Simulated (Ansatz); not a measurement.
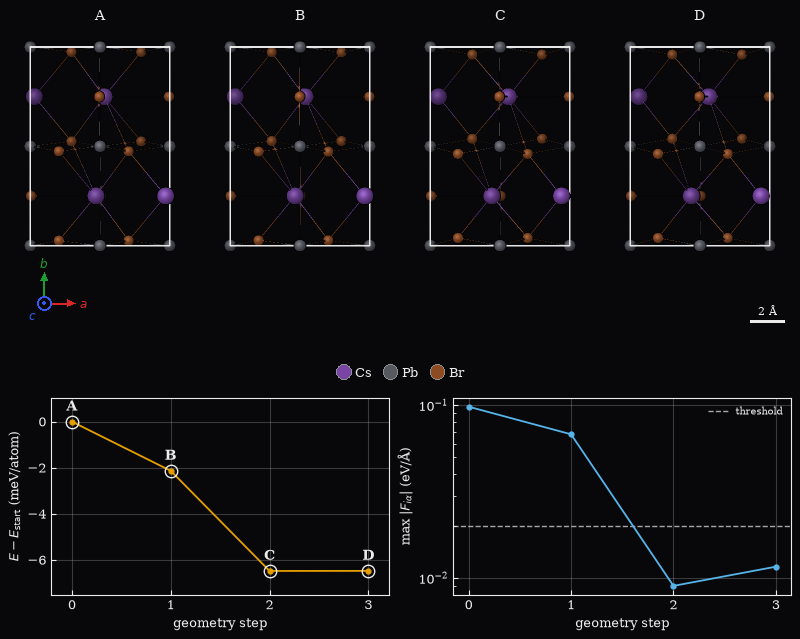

Frames of a relaxation of a crystal of CsPbBr$_{3}$ (set up in Pnma), marked on the history of the run. A ball-and-stick model of the cell of the calculation, seen along the c axis.

Method: DFT, PBE, plane-wave PAW, default files, scalar-relativistic (Ansatz). Settings: plane-wave cutoff 420 eV; k-point mesh 4 × 3 × 4; occupations fermi dirac; smearing width 0.02 eV; no spin polarisation; atoms relaxed in a fixed cell; force threshold 0.02 eV/Å; at most 60 steps.

What happens along the run?

Answer. The energy falls by 6.5 meV per atom in 3 geometry steps. Largest force component: 0.098 eV/Å at the start, 0.012 eV/Å at the end. The largest moves, 0.28 Å, are those of Cs atoms. Largest moves by element: Cs 0.28 Å, Br 0.26 Å. Pb stays in place. The cell doesn't change. Near-neighbour distances that change, for instance: Br–Cs 4.432 → 4.744 Å, Br–Cs 4.408 → 4.651 Å, Br–Cs 3.874 → 3.651 Å, Br–Cs 4.149 → 3.953 Å. Among the angles between lasting bonds that change: Cs–Br–Cs 101.0° → 110.8°, Pb–Br–Pb 165.3° → 155.5°, Cs–Br–Pb 104.5° → 111.8°. The space group stays Pnma (No. 62). From step 0 to 1: Cs atoms move most (0.05 Å), energy −2.1 meV per atom. From step 1 to 2: Cs and Br atoms move most (0.20 Å), energy −4.3 meV per atom. From step 2 to 3: Cs atoms move most (0.03 Å), energy +0.0 meV per atom.

```tsv
step	E − E(0), meV/atom	largest force component, eV/Å
0	0.00	0.0980
1	-2.13	0.0678
2	-6.48	0.0090
3	-6.47	0.0116
```
